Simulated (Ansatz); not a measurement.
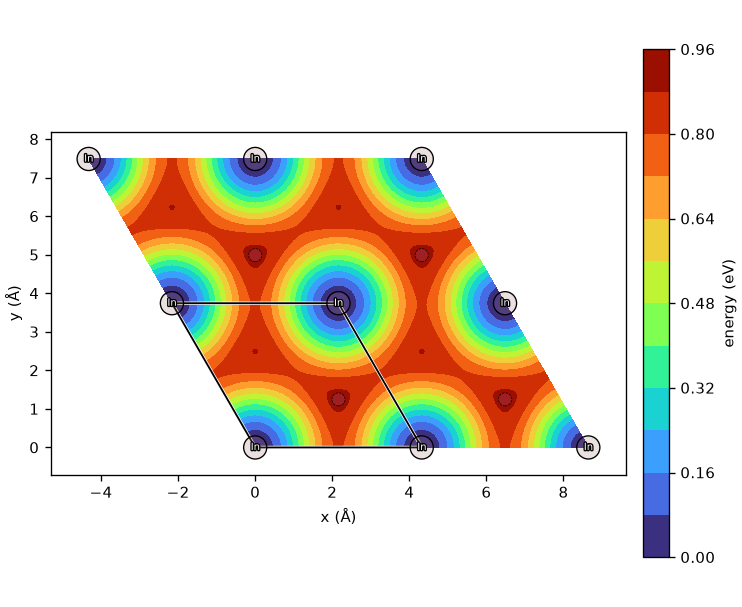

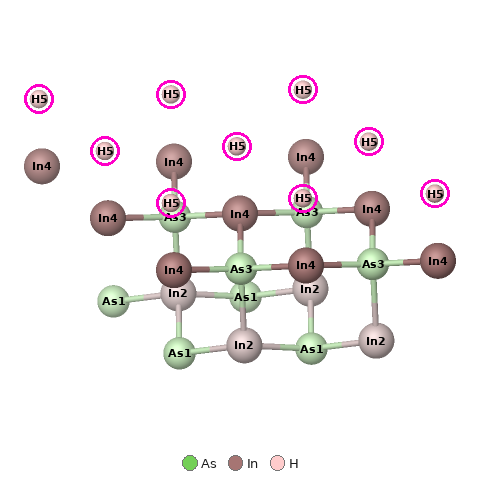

Energy landscape of H on an InAs(111) slab cut from the F-43m phase, its upper half relaxed before the scan (4 atoms of substrate and one adsorbate in a 1 × 1 cell). 
- H is moved over the surface cell at a fixed height above a rigid substrate; the origin of the map has the adsorbate above In4; the height is held at 2.50 Å.
- Places are given modulo a cell vector. The map is drawn in real space over the plane of the surface.
- Grid: 9 × 9 points; 19 points were computed and 62 follow by symmetry.
- Energies are in eV, from the lowest grid point.
- The runs have no spin polarisation, so an open-shell adsorbate far from the surface lies too high. With one adsorbate in each 1 × 1 cell, its nearest image is 4.3 Å away, so neighbouring adsorbates interact. At a fixed height the lowest place need not be the adsorption site.
- Method: DFT PBE+D3(BJ), scalar-relativistic, plane waves, PAW (Ansatz). Settings: cutoff 420 eV, k-mesh 6×6×1, gaussian smearing 0.1 eV, no spin polarisation.

Drawn: filled contours, labelled circles for the atoms of the top layer and small ones for the second layer, the outline of one cell of the 2 × 2 shown. Between grid points the surface is interpolated. The second picture is the structure at the lowest point; rings mark the moved atoms.

**Summarise what can be read from the map.**

The lowest grid point is at the top site over a surface In atom, (0/9, 0/9) of the cell vectors. No other kind of well shows on this grid. The highest grid point, a threefold hollow over a second-layer As atom, (6/9, 3/9) of the cell vectors, lies 0.90 eV above the lowest. On the interpolated surface the easiest way out of the lowest well to its copy in the next cell or period passes a barrier of about 0.81 eV. At the lowest point the adsorbate has 1 In at 2.50 Å as nearest neighbours, at the highest 1 As at 3.21 Å.

Each point was launched as `ansatz run input.yaml --threads 1 --pin off --max-ram 3072MiB --backend cpu --events-out ev --progress --plain --runs-dir out`. The whole map (19 points run) took 4.7 min on 1 thread of Intel(R) Xeon(R) Platinum 8375C CPU @ 2.90GHz (Ice Lake) (shared host).

PAW datasets: the set soft_1.
